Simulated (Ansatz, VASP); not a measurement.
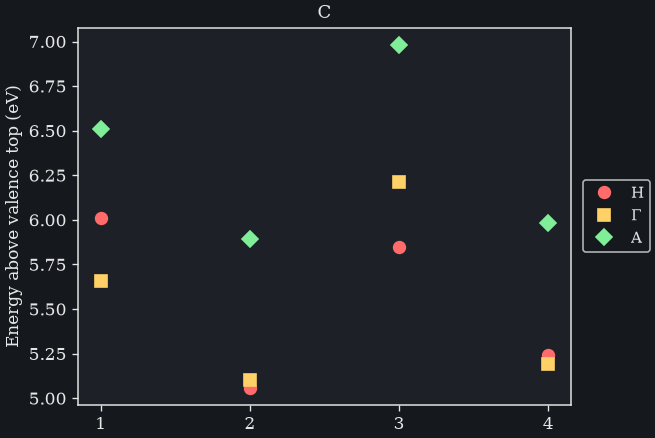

Lowest conduction level at each named k point, counted from the valence-band top at Γ, by several methods on one cell of C, space group P6_3/mmc, 8 atoms in the cell; a = 2.522 Å, c = 8.237 Å (hexagonal axes). All runs are without spin-orbit coupling and carry no moments. The smallest gap lies off these points.

Which column is which method? They are MS2, PBE, LAK and AM05.

1 is LAK; 2 is AM05; 3 is MS2; 4 is PBE.

```csv
method,program,H (eV),Γ (eV),A (eV)
AM05,VASP,5.06,5.10,5.89
PBE,Ansatz,5.24,5.19,5.98
MS2,VASP,5.85,6.21,6.98
LAK,VASP,6.01,5.66,6.51
```

Settings. AM05: VASP PAW PBE potentials, release 64 (C), 12×12×4 k mesh, 520 eV cutoff, Fermi-Dirac smearing of 0.05 eV (VASP 6.6.1). PBE: Ansatz PAW, 21×21×6 k mesh, 420 eV cutoff, Fermi-Dirac smearing of 0.05 eV (Ansatz 0.2.0). MS2: VASP PAW PBE potentials, release 64 (C), 12×12×4 k mesh, 520 eV cutoff, Fermi-Dirac smearing of 0.05 eV (VASP). LAK: VASP PAW PBE potentials, release 64 (C), 12×12×4 k mesh, 520 eV cutoff, Fermi-Dirac smearing of 0.05 eV (VASP).

These are four of the 28 methods that were run on this cell. The runs come from different programs and meshes, which adds differences of its own. This is a hexagonal form of diamond, not graphite. AM05, MS2 and LAK: the PAW data sets were made with another functional. LDA, GGA and most meta-GGA functionals understate gaps. Over all k points computed the smallest gap is 4.29 eV in AM05, 4.43 eV in PBE, 5.00 eV in MS2 and 5.04 eV in LAK, from the valence top at Γ to the conduction bottom at a point off the named ones, and such a mesh can miss a smaller one.
